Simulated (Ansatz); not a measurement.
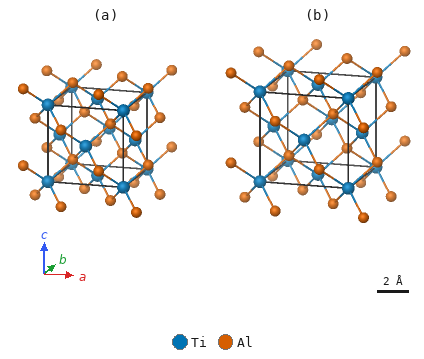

The structure of solid TiAl (built on the zinc blende_216 type) (coarse preliminary run) before (left) and after (right) a relaxation, at one scale.

A ball-and-stick model of the conventional cell (4 times the calculation's cell), seen slightly off an axis. Lengths and directions refer to the drawn axes.

Case: zinc blende type (F-43m, No. 216).

All numbers below come from Ansatz 0.2.0, DFT PBE, scalar-relativistic, plane waves, PAW. (plane-wave cutoff 420 eV; k-point mesh 6 × 6 × 6; occupations gaussian; smearing width 0.1 eV; no spin polarisation; cell and atoms relaxed; force threshold 0.04 eV/Å; at most 70 steps)

What changed between the two?

No atom moves by more than 0.005 Å relative to the cell. The volume changes by +60.6 %, with a = b = c 5.142 → 6.021 Å (+17.1 %). Among the contacts that change: Al–Ti 2.227 → 2.607 Å. The space group stays F-43m (No. 216). After 6 accepted moves (8 points after the start) the energy has fallen by 900 meV per atom. All forces vanish by symmetry, so only the cell relaxes. The pressure goes from 39.69 to 0.04 GPa. The SCF was repeated twice at an unchanged geometry on a basis and grid sized afresh for the cell, which shifted the energy by 35.9 meV per atom at most. The run took 8.2 s on 1 thread of Intel(R) Xeon(R) 6975P-C (Granite Rapids), on a shared host, peak memory 0.36 GiB.
